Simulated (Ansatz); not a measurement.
# Be: 5 runs along one coordinate

System: Be (Fd-3m, 2 atoms in the cell).
Method: DFT, RPBE, plane waves (420 eV) with PAW, scalar-relativistic, no spin polarisation (Ansatz 0.2.0).

The 5 runs differ only in the geometry, by an even scaling of the cell at fixed fractional positions.

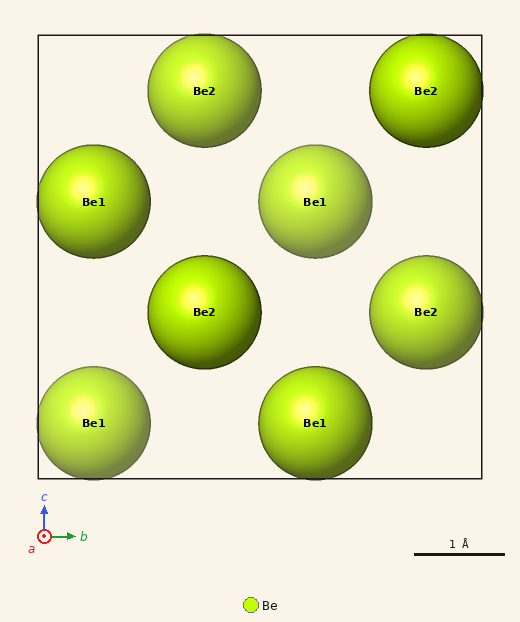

Figure 1. The structure of run 3 (spheres-only view of the cell 4 times as large as that of the calculation, set on its symmetry axes, along the a axis; atoms are numbered from 1 in the order of the input).

### Input of run 3
```yaml
crystal:
  lattice:
    - [0.0, 2.471461213, 2.471461213]
    - [2.471461213, 0.0, 2.471461213]
    - [2.471461213, 2.471461213, 0.0]
  atoms:
    - { symbol: Be, position: [0.125, 0.125, 0.125] }
    - { symbol: Be, position: [0.875, 0.875, 0.875] }
hamiltonian:
  xc: rpbe
  pseudopotentials:
    kind: paw
    azcp:
      Be: "pseudopotentials/Be.paw.azcp"
basis:
  ecutwfc: 420
  fft_grid_basis: typed
kpoints:
  mp_grid: { grid: [12, 12, 12], shift: [0, 0, 0] }
magnetization:
  spin_polarized: false
scf:
  occupations: { method: fermi_dirac, width: 0.1 }
  lower_state_search: "off"
output:
  stress: true
```

Run 4 differs from it as follows:
```diff
-    - [0.0, 2.471461213, 2.471461213]
-    - [2.471461213, 0.0, 2.471461213]
-    - [2.471461213, 2.471461213, 0.0]
+    - [0.0, 2.5039841691, 2.5039841691]
+    - [2.5039841691, 0.0, 2.5039841691]
+    - [2.5039841691, 2.5039841691, 0.0]
```

### Results, with one run withheld

| run | volume per atom (Å³) | free energy per atom, from the lowest run given (meV) | pressure (GPa) |
| --- | --- | --- | --- |
| 1 | 13.284 | 33.95 | 6.59 |
| 2 | 14.492 | 3.33 | 1.82 |
| 3 | 15.096 | 0.00 | 0.00 |
| 4 | 15.700 | ? | ? |
| 5 | 16.908 | 23.68 | −3.85 |

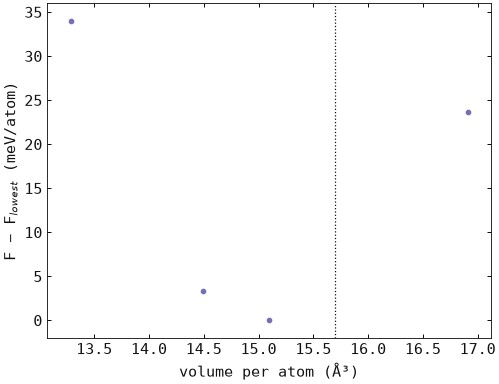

Figure 2. Free energy per atom of the runs given; the dotted line marks run 4.

What should run 4 give?

A quadratic polynomial in V^(−2/3) (the Birch–Murnaghan form), fitted to the 4 runs given, misses them by at most 0.10 meV per atom. With x = V^(−2/3) − 0.16551 Å⁻², it reads F = 0.54656 + 541.03 x + 1.6246e+05 x² (meV per atom). At run 4 it gives 3.18 meV per atom, and the run itself gives 2.93. The slope of the fit gives a pressure −dF/dV of −1.54 GPa there, and the run prints −1.51 GPa. The fit has its minimum at 15.078 Å³ per atom, where V d²F/dV² gives 41.2 GPa: the bulk modulus at this level, since symmetry fixes the shape and the positions.

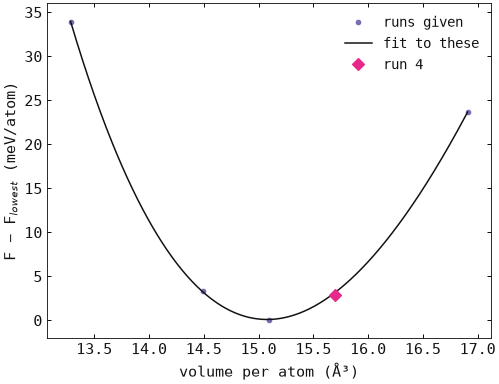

Figure 3. The fit and the withheld run.

### Output, shortened to warnings, some set-up lines, iterations and results (run 4)
```
Basis set: ecut = 420 eV, 609 PW (Γ)
Symmetry: 48 space group operations
k-points: 72 of 1728
Initial density: superposition of atomic densities (neutral atoms: chi_scale 0, normalization atom), corrected by the library's trained network
[...]
SCF iter   1: F=—  HF=-184.191812 eV  |F-HF|=—  |Δ(HF+E_count)|=         —  Δρ=1.75e-3  dr2=4.99e-4  ethr=1.77e-3  ⟨swp⟩=5.3  Hψ=3944  notcnv=0
SCF iter   2: F=—  HF=-184.193062 eV  |F-HF|=—  |Δ(HF+E_count)|=   1.25e-3  Δρ=9.67e-4  dr2=1.60e-4  ethr=1.25e-5  ⟨swp⟩=2.4  Hψ=1148  notcnv=0
SCF iter   3: F=—  HF=-184.193608 eV  |F-HF|=—  |Δ(HF+E_count)|=   5.46e-4  Δρ=1.85e-5  dr2=3.40e-8  ethr=4.00e-6  ⟨swp⟩=2.0  Hψ=573  notcnv=0
SCF iter   4: F=—  HF=-184.193608 eV  |F-HF|=—  |Δ(HF+E_count)|=   3.21e-7  Δρ=6.06e-6  dr2=9.91e-9  ethr=8.50e-10  ⟨swp⟩=2.0  Hψ=602  notcnv=0
SCF iter   5: F=-184.193608 eV  HF=-184.193608 eV  |F-HF|=1.25e-10  |Δ(HF+E_count)|=   2.75e-8  Δρ=5.21e-7  dr2=6.99e-11  ethr=2.48e-10  ⟨swp⟩=2.0  Hψ=573  notcnv=0
SCF iter   6: F=-184.193608 eV  HF=-184.193608 eV  |F-HF|=6.25e-13  |Δ(HF+E_count)|=  1.50e-10  Δρ=4.20e-8  dr2=2.28e-13  ethr=1.75e-12  ⟨swp⟩=1.0  Hψ=1219  notcnv=0
SCF 1 converged in 6 iterations: F = -184.193608 eV  dr2 = 2.28e-13
SCF converged after 6 iterations
Free energy (F): -184.193608 eV
Harris-Foulkes:  -184.193608 eV  (|F-HF|=6.25e-13)
Internal energy: -184.159422 eV  (E = F + TS)
E sigma→0 (E₀):  -184.176515 eV
Entropy (-TS):   -0.034186 eV (-17.093 meV/atom)
Fermi energy:    2.088429 eV
--- Per-component energies (eV) ---
  E_band       = -2.589113
  E_kinetic    = 30.700289
  E_local      = -9.886627  (includes V_loc(G=0)·N_el)
  E_nonlocal   = 11.044259
  E_hartree    = 1.683970
  E_xc         = -34.636969
  E_vxc        = -34.980619  (∫ρ·V_xc dr)
  E_paw        = -121.095762  (= ΣΔE_a)
  E_vpaw       = -2.834353  (= ΣTr[D̂ρ^β])
  E_aug_tail   = -0.000001  (compensation charges beyond the density's cutoff)
  E_ewald      = -61.955649
  E_core_change = -0.012932  (= ΣΔE_core)
  E_smearing   = -0.034186  (= −TS)
  E_closure    = 0.000000  (closes the sum)
  Σ components = -184.193608   (vs F -184.193608, Δ=0.00e0)
--- Stress (GPa, compression-positive) ---
       -1.513906       0.000000       0.000000
        0.000000      -1.513906       0.000000
        0.000000       0.000000      -1.513906
  P = ⅓ Tr σ = -1.5139 GPa (-15.139 kbar)
```
